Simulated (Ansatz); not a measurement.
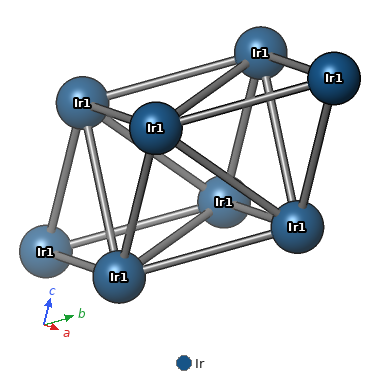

The system is Ir (Fm-3m, No. 225; 1 atom in the cell); the picture shows the reference structure. The energy is mapped over two homogeneous strains (x, y and z along the cube axes). The first coordinate is: engineering shear strain xz; the second: engineering shear strain yz. Nothing is relaxed (symmetry fixes all fractional coordinates). The grid has 9 × 9 points; 15 points were computed and 66 follow by symmetry. Points are written as (first, second). Energies are in meV/atom, from the lowest grid point. All numbers below come from DFT LDA, scalar-relativistic, plane waves, PAW (Ansatz 0.2.0). Settings: cutoff 420 eV, k-mesh 20×20×20, gaussian smearing 0.15 eV, no spin polarisation.

Its coordinates:

```xyz
1
Lattice="0.0000 1.9054 1.9054 1.9054 0.0000 1.9054 1.9054 1.9054 0.0000" Properties=species:S:1:pos:R:3 pbc="T T T"
Ir    0.0000    0.0000    0.0000
```

The input of one point:

```yaml
crystal:
  lattice:
    - [0.0, 1.9054060557, 1.9054060557]
    - [1.9054060557, 0.0, 1.9054060557]
    - [1.9054060557, 1.9054060557, 0.0]
  atoms:
    - { symbol: Ir, position: [0.0, 0.0, 0.0] }
basis:
  ecutwfc: 420
kpoints:
  mp_grid: { grid: [20, 20, 20] }
hamiltonian:
  xc: lda
  pseudopotentials: { kind: paw, azcp: { folder: soft_1 } }
scf:
  occupations: { method: gaussian, width: 0.15 }
output:
  forces: true
  stress: true
  eigenvalues: true
  write_density: true
  write_potential: true
  elf: true
  volumetric_format: npy
```

Range: engineering shear strain xz from −22.0 to 22.0 %; engineering shear strain yz from −22.0 to 22.0 %.

Predict the map.

Answer. The lowest grid point is at (0.0 %, 0.0 %). It is the only kind of minimum in the scanned range. The highest grid point, (−22.0 %, −22.0 %), lies 1144 meV/atom above the lowest. Round the minimum the contours are nearly round: the two directions are equally stiff and uncoupled.

```
second ↓, first →  −22.0  −16.5  −11.0  −5.5  0.0  5.5  11.0  16.5  22.0
             22.0   1144    920    761   664  632  664   761   920  1144
             16.5    920    670    495   390  355  390   495   670   920
             11.0    761    495    308   196  159  196   308   495   761
              5.5    664    390    196    79   40   79   196   390   664
              0.0    632    355    159    40    0   40   159   355   632
             −5.5    664    390    196    79   40   79   196   390   664
            −11.0    761    495    308   196  159  196   308   495   761
            −16.5    920    670    495   390  355  390   495   670   920
            −22.0   1144    920    761   664  632  664   761   920  1144
```

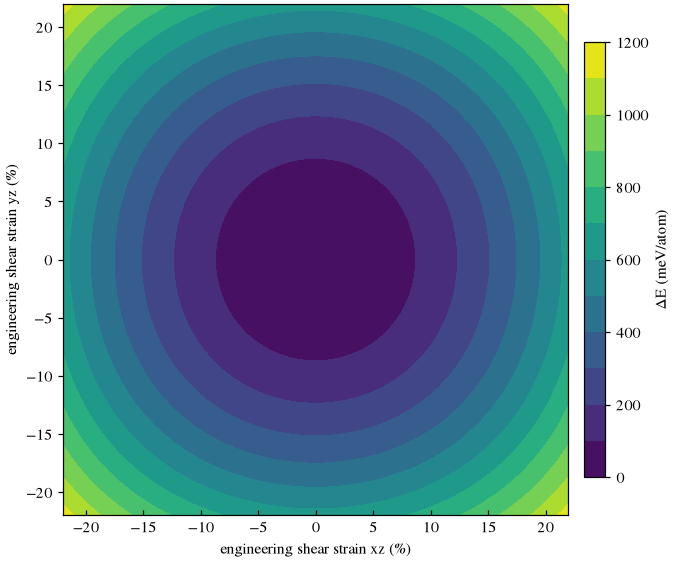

In the figure: filled contours. Between grid points the surface is interpolated.

Each point was launched as `ansatz run input.yaml --threads 1 --pin off --max-ram 2048MiB --backend cpu --events-out ev --progress --plain --runs-dir out`. The whole map (15 points run) took 3.2 min on 1 thread of Intel(R) Xeon(R) 6975P-C (Granite Rapids), with other jobs on the host.
